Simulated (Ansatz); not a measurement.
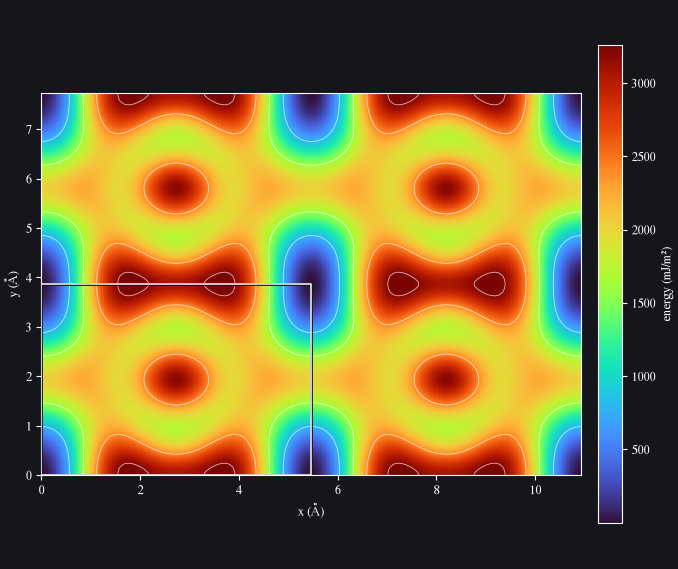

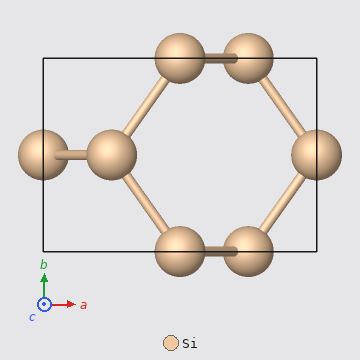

Energy landscape of Si (Fd-3m, No. 227; 12 atoms in the cell). 
- Gamma surface: rigid slide across a plane, one fault a cell; the plane is (0 1 1) of the conventional cell.
- Places are given modulo a cell vector. The map is drawn in real space over the plane of the slide.
- Nothing is relaxed (rigid halves, spacing across the cut fixed).
- The scan uses an 8 × 8 grid; 25 points were computed and 39 follow by symmetry.
- Energies are in mJ/m², from the lowest grid point.
- The band gap closes in part of the range.
- Method: DFT PBE, scalar-relativistic, plane waves, PAW (Ansatz). Settings: cutoff 420 eV, k-mesh 5×7×3 in the order of the run's cell vectors, gaussian smearing 0.05 eV, no spin polarisation.

Drawn: a smooth colour map with a few white contour lines, the outline of one cell of the 2 × 2 shown. Between grid points the surface is interpolated. The second picture is the structure at the lowest point

Where are the wells?

The lowest grid point is at (0/8, 0/8) of the cell vectors. There is a further well near (4/8, 2/8) of the cell vectors (1747 mJ/m² above the lowest at that grid point). These are metastable stacking faults of the rigid slide. The highest grid point, (3/8, 0/8) of the cell vectors, lies 3258 mJ/m² above the lowest. On the interpolated surface the easiest way out of the lowest well to its copy in the next cell or period passes a barrier of about 2000 mJ/m².

The values on the grid:

| slide along a2 ↓, slide along a1 → | 0/8 | 1/8 | 2/8 | 3/8 | 4/8 | 5/8 | 6/8 | 7/8 |
| --- | --- | --- | --- | --- | --- | --- | --- | --- |
| 7/8 | 188 | 1149 | 2692 | 2689 | 2263 | 2689 | 2692 | 1149 |
| 6/8 | 773 | 1395 | 2229 | 1945 | 1747 | 1945 | 2229 | 1395 |
| 5/8 | 1582 | 1891 | 2065 | 2040 | 2469 | 2040 | 2065 | 1891 |
| 4/8 | 2019 | 2214 | 2038 | 2356 | 3197 | 2356 | 2038 | 2214 |
| 3/8 | 1582 | 1891 | 2065 | 2040 | 2469 | 2040 | 2065 | 1891 |
| 2/8 | 773 | 1395 | 2229 | 1945 | 1747 | 1945 | 2229 | 1395 |
| 1/8 | 188 | 1149 | 2692 | 2689 | 2263 | 2689 | 2692 | 1149 |
| 0/8 | 0 | 1110 | 2956 | 3258 | 3063 | 3258 | 2956 | 1110 |

Time for the 25 points that were run: 12 min on 2 threads of Arm Neoverse N1 (shared host).

PAW datasets: the set soft_1.
